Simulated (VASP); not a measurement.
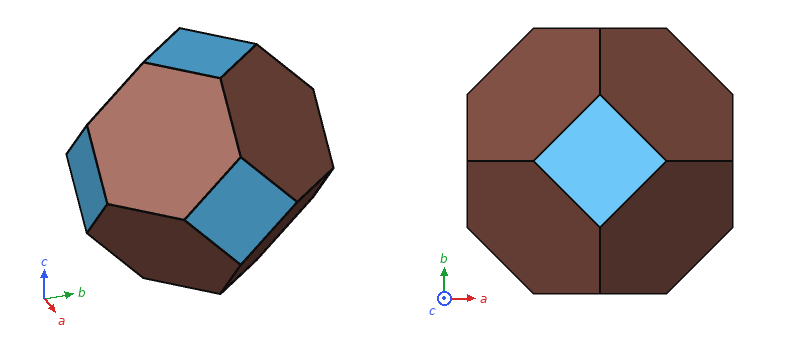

Two views of one computed crystal shape (BFDH rule; symmetry-equivalent faces share a colour; the right view looks down the c axis). A face and its opposite count as equivalent. Forms under 0.4 % of the area are left out.

Which crystal system and Laue class does the shape show?

Answer. Cubic, Laue class m-3m. A BFDH shape is always centrosymmetric and shows few forms, so it can't tell the point group within that class, and the other Laue class of the same system could look alike. It was computed for GaSb in F-43m, with forms {111} and {200}.

Origin: coordinates from a relaxation with VASP, VASP Kohn-Sham DFT of a periodic cell, RPBE with D3(BJ), VASP PAW PBE potentials, recommended.
